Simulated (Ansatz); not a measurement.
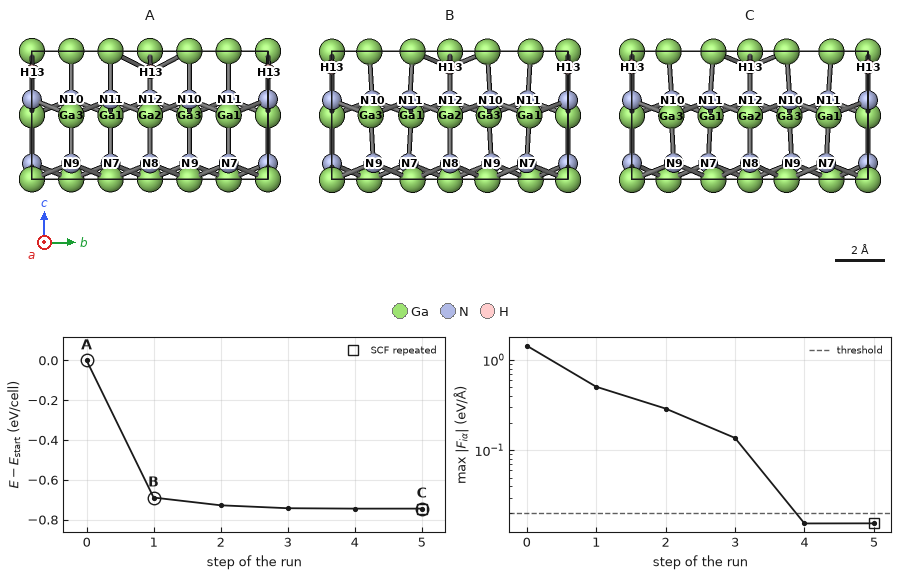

Frames of a relaxation of a defect cell of composition Ga$_{6}$HN$_{6}$ (cell charge −1), marked on the history of the run. A ball-and-stick model of the larger cell on standard axes (2 times the calculation's cell), seen along the a axis.

Case: H interstitial, charge -1, atoms relaxed. The atoms of the start lie slightly off their symmetric places, so part of the fall in energy undoes that.

All numbers below come from DFT PBE, scalar-relativistic, plane waves, PAW in Ansatz 0.2.0.

Input file:
```yaml
crystal:
  lattice:
    - [0.0, 0.0, -5.2431684262]
    - [4.827556226, 2.7871908866, 0.0]
    - [1.0e-10, -5.5743817732, 0.0]
  atoms:
    - { symbol: Ga, position: [0.5008651352, 0.6666666667, 0.6666666667] }
    - { symbol: Ga, position: [0.5008651352, 0.3333333333, 0.0] }
    - { symbol: Ga, position: [0.5008651352, 1.0, 0.3333333333] }
    - { symbol: Ga, position: [0.0008651352, 0.3333333333, 0.3333333333] }
    - { symbol: Ga, position: [0.0008651352, 0.0, 0.6666666667] }
    - { symbol: Ga, position: [0.0008651352, 0.6666666667, 0.0] }
    - { symbol: "N", position: [0.1241348648, 0.6666666667, 0.6666666667] }
    - { symbol: "N", position: [0.1241348648, 0.3333333333, 0.0] }
    - { symbol: "N", position: [0.1241348648, 1.0, 0.3333333333] }
    - { symbol: "N", position: [0.6241348648, 0.3333333333, 0.3333333333] }
    - { symbol: "N", position: [0.6241348648, 0.0, 0.6666666667] }
    - { symbol: "N", position: [0.6241348648, 0.6666666667, 0.0] }
    - { symbol: H, position: [0.8409215319, -0.0060824792, 0.0049553781] }
total_charge: -1
basis:
  ecutwfc: 420
  xc_grid: 2
kpoints:
  mp_grid: { grid: [3, 3, 3], shift: [0.0, 0.0, 0.0] }
hamiltonian:
  xc: pbe
scf:
  occupations: { method: gaussian, width: 0.02 }
output:
  forces: true
  stress: false
  eigenvalues: true
  write_density: true
  write_potential: true
  elf: true
  volumetric_format: npy
relax:
  adjacent_minimum: "off"
  f_tol: 0.02
  max_steps: 60
```

Command:
```bash
ansatz run input.yaml --threads 4 --pin off --max-ram 10240MiB --backend cpu --events-out ev --progress --plain --runs-dir out
```

Describe the path.

Answer. The largest move is that of H13, 0.20 Å roughly along [1 0 3]. By element the largest moves are H 0.20 Å, Ga 0.13 Å, N 0.12 Å. The cell stays as it was. Some distances before and after: Ga5–H13 2.080 → 1.838 Å, Ga4–H13 2.042 → 1.839 Å, Ga6–H13 1.995 → 1.839 Å, Ga1–N7 1.975 → 1.936 Å. Among the angles between lasting bonds that change: Ga5–N7–Ga6 109.8° → 97.8°, N8–Ga4–N9 109.8° → 118.6°, N7–Ga4–N8 109.8° → 103.3°. The energy falls by 0.744 eV per cell of the calculation in 4 accepted moves (5 points after the start). Largest force component: 1.4 eV/Å at the start, 0.016 eV/Å at the end. 1 step only repeated the SCF at the same geometry. From step 0 to 1: H13 moves most (0.20 Å), energy −0.689 eV per cell of the calculation. From step 1 to 5: Ga2 moves most (0.04 Å), energy −55.6 meV per cell of the calculation.

| step | E − E(0), meV/atom | largest force component, eV/Å | note |
| --- | --- | --- | --- |
| 0 | 0.00 | 1.4429 |  |
| 1 | -52.96 | 0.5065 |  |
| 2 | -55.95 | 0.2901 |  |
| 3 | -57.08 | 0.1372 |  |
| 4 | -57.24 | 0.0155 |  |
| 5 | -57.24 | 0.0155 | same geometry, SCF repeated |

Limits of the set-up: the periodic images lie only 5.2 Å apart, so the values are limited by the cell's size; the cell is charged, on a uniform background, and energies carry no finite-size correction.
